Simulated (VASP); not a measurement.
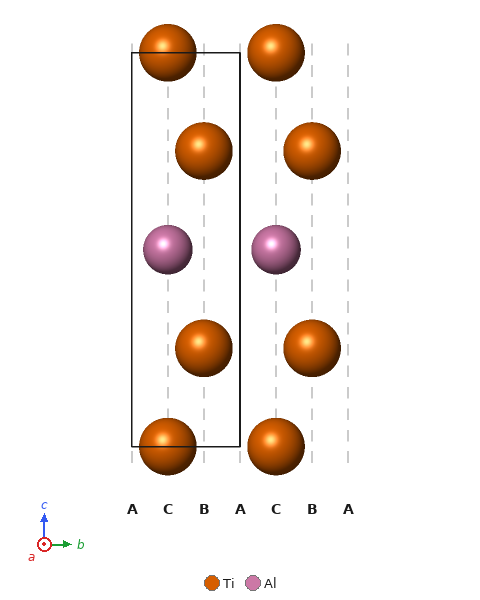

Projection along an edge of the hexagonal mesh, stacking direction c upwards. The dashed lines mark the three columns A (0, 0), B (1/3, 2/3) and C (2/3, 1/3). The sequence starts with the first layer at or above the cell's origin.

System Ti3Al (space group P-6m2, No. 187); source of the atomic positions: a cell listed in the Materials Project, as set up for an electronic-structure calculation.

**List the layers of one repeat.**

Ti(C) – Ti(B) – Al(C) – Ti(B) (four layers in 9.23 Å).

**Taking all atoms as equal spheres, what packing is it?**

As equal spheres, CBCB: hexagonal close packing.

Heights of the layers:

| layer | atoms (column) | height (Å) | to next (Å) |
| --- | --- | --- | --- |
| 1 | Ti(C) | 0.00 | 2.30 |
| 2 | Ti(B) | 2.30 | 2.31 |
| 3 | Al(C) | 4.61 | 2.31 |
| 4 | Ti(B) | 6.93 | 2.30 |
